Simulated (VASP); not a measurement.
## Geometry relaxation, with input and output: AlAs (part 2 of 2)

The same run, continued: AlAs (F-43m, 2 atoms in the cell); Kohn-Sham DFT of a periodic cell, PBEsol, VASP PAW PBE potentials, recommended, no spin polarisation (VASP 6.6.1); cutoff 600 eV, 8×8×8 k-mesh, Gaussian smearing of 0.03 eV. The structure derives from an entry of the Crystallography Open Database.

Geometry of the input (Å; fractional positions):
```
0.0000  2.8304  2.8304
2.8304  0.0000  2.8304
2.8304  2.8304  0.0000
Al 0.0000  0.0000  0.0000
As 0.2500  0.2500  0.2500
```

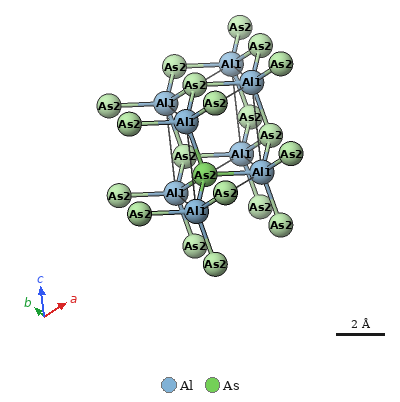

Figure 1. The geometry at step 1 of the log (ball-and-stick view of the cell of the calculation, seen slightly off an axis; neighbours outside the cell are drawn fainter; atoms are numbered from 1 in the order of the input).

Parts of OUTCAR, continued
```
 conjugate gradient relaxation of ions
 non-spin polarized calculation
 Gauss-broadening in eV      SIGMA  =   0.03
  energy-cutoff  :      600.00
  volume of cell :       45.35
 maximum number of plane-waves:      1540
   NGX = 15   NGY = 15   NGZ = 15

--------------------------------------- Ionic step        1  -------------------------------------------

 number of electron       8.0000001 magnetization

 Free energy of the ion-electron system (eV)
  ---------------------------------------------------
  ext. energy  EPLUGINS =         0.00000000
  ---------------------------------------------------
  free energy    TOTEN  =       -10.06365207 eV

  energy without entropy =      -10.06365207  energy(sigma->0) =      -10.06365207

------------------------ aborting loop because EDIFF is reached ----------------------------------------

  FORCE on cell =-STRESS in cart. coord.  units (eV):
  Direction    XX          YY          ZZ          XY          YZ          ZX
  --------------------------------------------------------------------------------------
  -------------------------------------------------------------------------------------
  Total        0.2326517      0.2326517      0.2326517      0.0000000     -0.0000000      0.0000000
  in kB        8.2194623      8.2194623      8.2194623      0.0000000     -0.0000000      0.0000000
  external PRESSURE =       8.2194623 kB  Pullay stress =       0.0000000 kB

 VOLUME and BASIS-vectors are now :
 -----------------------------------------------------------------------------
  energy-cutoff  :      600.00
  volume of cell :       45.35
      direct lattice vectors                 reciprocal lattice vectors
     0.000000000  2.830400000  2.830400000    -0.176653477  0.176653477  0.176653477
     2.830400000  0.000000000  2.830400000     0.176653477 -0.176653477  0.176653477
     2.830400000  2.830400000  0.000000000     0.176653477  0.176653477 -0.176653477

 POSITION                                       TOTAL-FORCE (eV/Angst)
 -----------------------------------------------------------------------------------
      0.00000      0.00000      0.00000         0.000000      0.000000      0.000000
      1.41520      1.41520      1.41520        -0.000000     -0.000000     -0.000000
 -----------------------------------------------------------------------------------
    total drift:                                0.000000      0.000000      0.000000

  FREE ENERGIE OF THE ION-ELECTRON SYSTEM (eV)
  ---------------------------------------------------
  free  energy   TOTEN  =       -10.0636520695 eV

  energy  without entropy=      -10.0636520695  energy(sigma->0) =      -10.06365207

--------------------------------------- Ionic step        2  -------------------------------------------

 number of electron       8.0000001 magnetization

------------------------ aborting loop because EDIFF is reached ----------------------------------------

  FORCE on cell =-STRESS in cart. coord.  units (eV):
  Direction    XX          YY          ZZ          XY          YZ          ZX
  --------------------------------------------------------------------------------------
  -------------------------------------------------------------------------------------
  Total       -0.1175864     -0.1175864     -0.1175864      0.0000000      0.0000000      0.0000000
  in kB       -4.0851026     -4.0851026     -4.0851026      0.0000000      0.0000000      0.0000000
  external PRESSURE =      -4.0851026 kB  Pullay stress =       0.0000000 kB

 VOLUME and BASIS-vectors are now :
 -----------------------------------------------------------------------------
  energy-cutoff  :      600.00
  volume of cell :       46.12
      direct lattice vectors                 reciprocal lattice vectors
     0.000000000  2.846283832  2.846283832    -0.175667653  0.175667653  0.175667653
     2.846283832  0.000000000  2.846283832     0.175667653 -0.175667653  0.175667653
     2.846283832  2.846283832  0.000000000     0.175667653  0.175667653 -0.175667653

 POSITION                                       TOTAL-FORCE (eV/Angst)
 -----------------------------------------------------------------------------------
      0.00000      0.00000      0.00000         0.000000      0.000000      0.000000
      1.42314      1.42314      1.42314        -0.000000     -0.000000     -0.000000
 -----------------------------------------------------------------------------------
    total drift:                                0.000000      0.000000      0.000000

  FREE ENERGIE OF THE ION-ELECTRON SYSTEM (eV)
  ---------------------------------------------------
  free  energy   TOTEN  =       -10.0646022920 eV

  energy  without entropy=      -10.0646022920  energy(sigma->0) =      -10.06460229

--------------------------------------- Ionic step        3  -------------------------------------------

 number of electron       8.0000001 magnetization

 Free energy of the ion-electron system (eV)
  ---------------------------------------------------
  ext. energy  EPLUGINS =         0.00000000
  ---------------------------------------------------
  free energy    TOTEN  =       -10.06493621 eV

  energy without entropy =      -10.06493621  energy(sigma->0) =      -10.06493621

 E-fermi :   3.8681     XC(G=0):  -9.1529     alpha+bet :-10.1632

 val. band max:        3.7082847658   @ k =   0.0000   0.0000   0.0000
 cond. band min:       5.0465055103   @ k =   0.5000   0.5000   0.0000
 fundamental gap:      1.3382207445
 Fermi energy:         3.8681211342

 k-point     1 :       0.0000    0.0000    0.0000
  band No.  band energies     occupation
      1      -8.1168      2.00000
      2       3.7083      2.00000
      3       3.7083      2.00000
      4       3.7083      2.00000
      5       5.6018      0.00000
      6       7.9525      0.00000
      7       7.9525      0.00000
      8       7.9525      0.00000

 k-point     2 :       0.1250    0.0000    0.0000
  band No.  band energies     occupation
      1      -7.9655      2.00000
      2       2.2653      2.00000
      3       3.5484      2.00000
      4       3.5484      2.00000
      5       6.3800      0.00000
      6       8.2321      0.00000
      7       8.2321      0.00000
      8       8.3251      0.00000

 k-point     3 :       0.2500    0.0000    0.0000
  band No.  band energies     occupation
      1      -7.5460      2.00000
      2       0.3183      2.00000
      3       3.2331      2.00000
      4       3.2331      2.00000
      5       6.2204      0.00000
      6       8.5676      0.00000
      7       8.5676      0.00000
      8      10.0230      0.00000

 k-point     4 :       0.3750    0.0000    0.0000
  band No.  band energies     occupation
      1      -7.0041      2.00000
      2      -1.2164      2.00000
      3       2.9816      2.00000
      4       2.9816      2.00000
      5       5.8779      0.00000
      6       8.4490      0.00000
      7       8.4490      0.00000
      8      11.2404      0.00000

 k-point     5 :       0.5000    0.0000    0.0000
  band No.  band energies     occupation
      1      -6.7150      2.00000
      2      -1.8454      2.00000
      3       2.8902      2.00000
      4       2.8902      2.00000
      5       5.7484      0.00000
      6       8.3316      0.00000
      7       8.3316      0.00000
      8      11.2652      0.00000

 [... the levels of 18 k-points are left out ...]

 k-point    24 :      -0.3750    0.2500    0.1250
  band No.  band energies     occupation
      1      -6.4569      2.00000
      2      -1.5329      2.00000
      3       1.0195      2.00000
      4       2.1723      2.00000
      5       7.2939      0.00000
      6       7.8607      0.00000
      7      10.3076      0.00000
      8      11.2383      0.00000

 [... further k-points ...]

------------------------ aborting loop because EDIFF is reached ----------------------------------------

  FORCE on cell =-STRESS in cart. coord.  units (eV):
  Direction    XX          YY          ZZ          XY          YZ          ZX
  --------------------------------------------------------------------------------------
  -------------------------------------------------------------------------------------
  Total        0.0008354      0.0008354      0.0008354      0.0000000      0.0000000      0.0000000
  in kB        0.0291895      0.0291895      0.0291895      0.0000000      0.0000000      0.0000000
  external PRESSURE =       0.0291895 kB  Pullay stress =       0.0000000 kB

 VOLUME and BASIS-vectors are now :
 -----------------------------------------------------------------------------
  energy-cutoff  :      600.00
  volume of cell :       45.86
      direct lattice vectors                 reciprocal lattice vectors
     0.000000000  2.840884473  2.840884473    -0.176001525  0.176001525  0.176001525
     2.840884473  0.000000000  2.840884473     0.176001525 -0.176001525  0.176001525
     2.840884473  2.840884473  0.000000000     0.176001525  0.176001525 -0.176001525

 POSITION                                       TOTAL-FORCE (eV/Angst)
 -----------------------------------------------------------------------------------
      0.00000      0.00000      0.00000        -0.000000     -0.000000     -0.000000
      1.42044      1.42044      1.42044         0.000000      0.000000      0.000000
 -----------------------------------------------------------------------------------
    total drift:                                0.000000      0.000000      0.000000

  FREE ENERGIE OF THE ION-ELECTRON SYSTEM (eV)
  ---------------------------------------------------
  free  energy   TOTEN  =       -10.0649362116 eV

  energy  without entropy=      -10.0649362116  energy(sigma->0) =      -10.06493621

 reached required accuracy - stopping structural energy minimisation
```

CONTCAR
```
AlAs
   1.00000000000000
     0.0000000000000000    2.8408844733410126    2.8408844733410126
     2.8408844733410126    0.0000000000000000    2.8408844733410126
     2.8408844733410126    2.8408844733410126    0.0000000000000000
  Al              As
     1     1
Direct
     0.0000000000000000    0.0000000000000000    0.0000000000000000
     0.2500000000000000    0.2500000000000000    0.2500000000000000

  0.00000000E+00  0.00000000E+00  0.00000000E+00
  0.00000000E+00  0.00000000E+00  0.00000000E+00
```

Trajectory as extended XYZ (Å, eV, eV/Å), 3 frames, from step=0 to step=2
```
2
Lattice="0.0000 2.8304 2.8304 2.8304 0.0000 2.8304 2.8304 2.8304 0.0000" Properties=species:S:1:pos:R:3:forces:R:3 step=0 energy=-10.06365
Al    0.0000    0.0000    0.0000    0.0000   0.0000   0.0000
As    1.4152    1.4152    1.4152    0.0000   0.0000   0.0000
2
Lattice="0.0000 2.8463 2.8463 2.8463 0.0000 2.8463 2.8463 2.8463 0.0000" Properties=species:S:1:pos:R:3:forces:R:3 step=1 energy=-10.06460
Al    0.0000    0.0000    0.0000    0.0000   0.0000   0.0000
As    1.4231    1.4231    1.4231    0.0000   0.0000   0.0000
2
Lattice="0.0000 2.8409 2.8409 2.8409 0.0000 2.8409 2.8409 2.8409 0.0000" Properties=species:S:1:pos:R:3:forces:R:3 step=2 energy=-10.06494
Al    0.0000    0.0000    0.0000    0.0000   0.0000   0.0000
As    1.4204    1.4204    1.4204    0.0000   0.0000   0.0000
```

Results in brief

| quantity | value |
| --- | --- |
| outcome | converged |
| space group (tolerance 0.01 Å) | F-43m (216) |
| electrons treated | 8 |
| free energy | −10.0649 eV |
| Fermi energy | 3.868 eV |
| gap on the k-point mesh | 1.34 eV |
| pressure | 0.00 GPa |
| final volume | 45.86 Å³ |
| largest force (length of the vector) at the end | under 0.001 eV/Å |
| final cell | a = 4.018 Å, b = 4.018 Å, c = 4.018 Å, α = 60.00°, β = 60.00°, γ = 60.00° |
| hardware | 4 threads of Intel Xeon @ 2.50GHz (Skylake/Cascade Lake), 128 GiB of memory available, shared host |
| wall time | 16 s (CPU time 61 s) |
| peak memory | 0.18 GiB |
